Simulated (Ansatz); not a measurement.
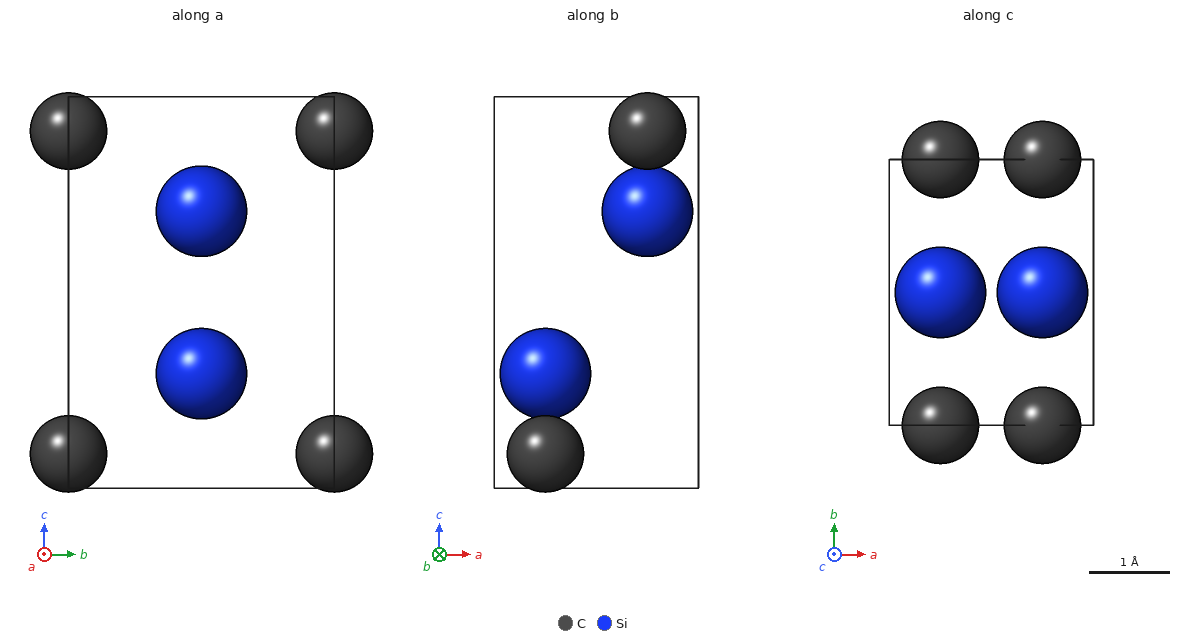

This spheres-only model is shown along the a axis, along the b axis and along the c axis. The wireframe shows the conventional unit cell.

Lattice parameters: a = 2.577 Å, b = 3.357 Å, c = 4.941 Å, α = 90.00°, β = 90.00°, γ = 90.00°.

Reconstruct the structure as a table of Wyckoff sites, with free fractional coordinates to two decimals.

Answer. Space group Pmma (No. 51).
```json
{"atom": "C", "site": "2e", "x": "0.75", "y": "0.00", "z": "0.91"}
{"atom": "Si", "site": "2f", "x": "0.25", "y": "0.50", "z": "0.29"}
```

The model was built from a structure type filled with these elements by a generator (whether the compound takes this form wasn't checked). Earlier steps of the study may have refined or changed the cell and positions. It went into a calculation with Ansatz.
